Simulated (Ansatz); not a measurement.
CoSi32 (cell with a defect)

Input file:

```
crystal:
  lattice:
    - [-5.4338342044, -5.4338342044, 5.4338342044]
    - [5.4338342044, -5.4338342044, -5.4338342044]
    - [5.4338342044, 5.4338342044, 5.4338342044]
  atoms:
    - { symbol: Si, position: [0.25, 0.75, 0.75] }
    - { symbol: Si, position: [0.0, 0.75, 0.0] }
    - { symbol: Si, position: [0.5, 0.5, 0.75] }
    - { symbol: Si, position: [0.25, 0.5, 0.0] }
    - { symbol: Si, position: [0.0, 0.5, 0.25] }
    - { symbol: Si, position: [0.75, 0.75, 0.25] }
    - { symbol: Si, position: [0.5, 0.75, 0.5] }
    - { symbol: Si, position: [0.0, 0.0, 0.75] }
    - { symbol: Si, position: [0.75, 0.25, 0.75] }
    - { symbol: Si, position: [0.5, 0.25, 0.0] }
    - { symbol: Si, position: [0.25, 0.25, 0.25] }
    - { symbol: Si, position: [0.0, 0.25, 0.5] }
    - { symbol: Si, position: [0.75, 0.5, 0.5] }
    - { symbol: Si, position: [0.75, 0.0, 0.0] }
    - { symbol: Si, position: [0.5, 0.0, 0.25] }
    - { symbol: Si, position: [0.25, 0.0, 0.5] }
    - { symbol: Si, position: [0.25, 0.75, 0.5] }
    - { symbol: Si, position: [0.0, 0.75, 0.75] }
    - { symbol: Si, position: [0.5, 0.5, 0.5] }
    - { symbol: Si, position: [0.25, 0.5, 0.75] }
    - { symbol: Si, position: [0.0, 0.5, 0.0] }
    - { symbol: Si, position: [0.75, 0.75, 0.0] }
    - { symbol: Si, position: [0.5, 0.75, 0.25] }
    - { symbol: Si, position: [0.0, 0.0, 0.5] }
    - { symbol: Si, position: [0.75, 0.25, 0.5] }
    - { symbol: Si, position: [0.5, 0.25, 0.75] }
    - { symbol: Si, position: [0.25, 0.25, 0.0] }
    - { symbol: Si, position: [0.0, 0.25, 0.25] }
    - { symbol: Si, position: [0.75, 0.5, 0.25] }
    - { symbol: Si, position: [0.75, 0.0, 0.75] }
    - { symbol: Si, position: [0.5, 0.0, 0.0] }
    - { symbol: Si, position: [0.25, 0.0, 0.25] }
    - { symbol: Co, position: [0.0036714962, 0.0158743384, 0.0126860394], spin: 3.0 }
basis:
  ecutwfc: 420
  xc_grid: 2
kpoints:
  mp_grid: { grid: [2, 2, 2], shift: [0.5, 0.5, 0.5] }
hamiltonian:
  xc: pbesol
scf:
  occupations: { method: gaussian, width: 0.02 }
output:
  forces: true
  stress: false
  eigenvalues: true
  populations: true
  write_density: true
  write_potential: true
  elf: true
  volumetric_format: npy
magnetization:
  spin_polarized: true
relax:
  adjacent_minimum: "off"
  f_tol: 0.02
  max_steps: 60
```

Run with:

```sh
ansatz run input.yaml --threads 8 --pin off --max-ram 20480MiB --backend cpu --events-out ev --progress --plain --runs-dir out
```

The fields are those of the relaxed geometry.

Spin-polarised.

Theory: DFT PBEsol, scalar-relativistic, plane waves, PAW (Ansatz).

Core electrons are frozen (PAW), and the valence fields are smoothed inside the atomic spheres.

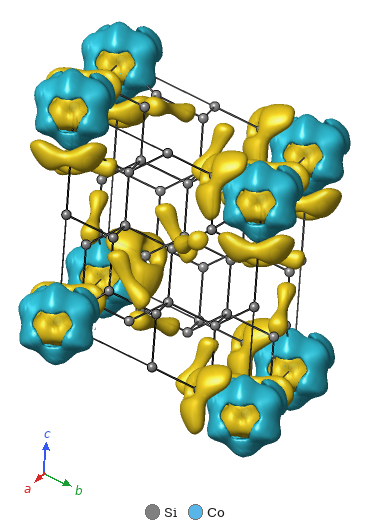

Figure 1. Isosurfaces of the magnetisation density (up minus down) at +0.003 (yellow) and −0.003 e/Å³ (cyan), seen slightly off an axis. Sticks mark near contacts.

**Where is the spin, and how is it ordered?**

The spin density sits on Co: +0.9 μB in one cell of 33 atoms: a single local moment. The cell of the calculation (33 atoms) carries 1.0 μB of net spin moment.

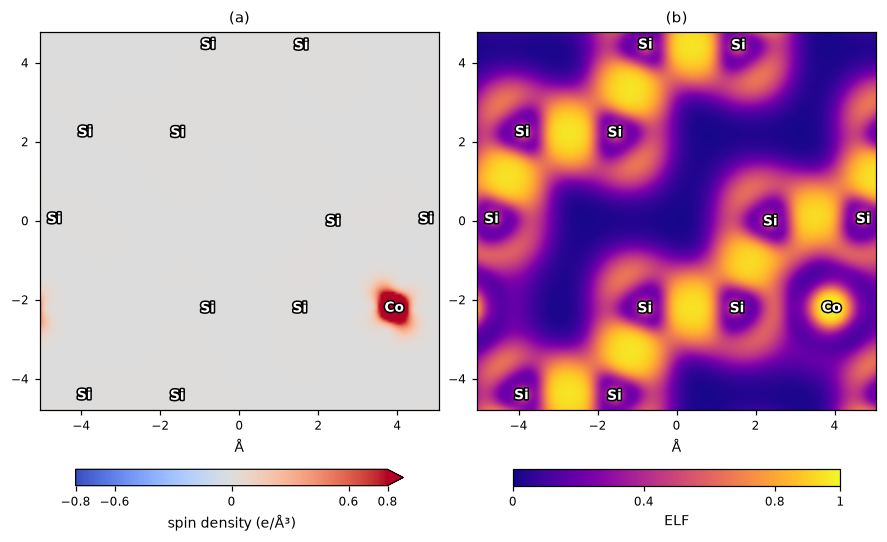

Figure 2. (a) magnetisation density (up minus down); (b) electron localisation function on the (011̄) plane of the calculation cell.

**Describe what can be read from this map.**

- The plane passes through Si and Co nuclei.
- Si–Si (2.33 Å): the ELF peaks at about 0.95 between the atoms.
- Co–Si (2.39 Å): the ELF peaks at about 0.60 in the valence shell of Si, 0.9 Å from its nucleus, and is about 0.40 at the midpoint.
- Co–Si (2.68 Å): the ELF peaks at about 0.65 in the valence shell of Si, 0.9 Å from its nucleus, and is about 0.40 at the midpoint.
- The features right at Co lie inside the PAW spheres, where the map follows smoothed inner orbitals and isn't to be read closely.
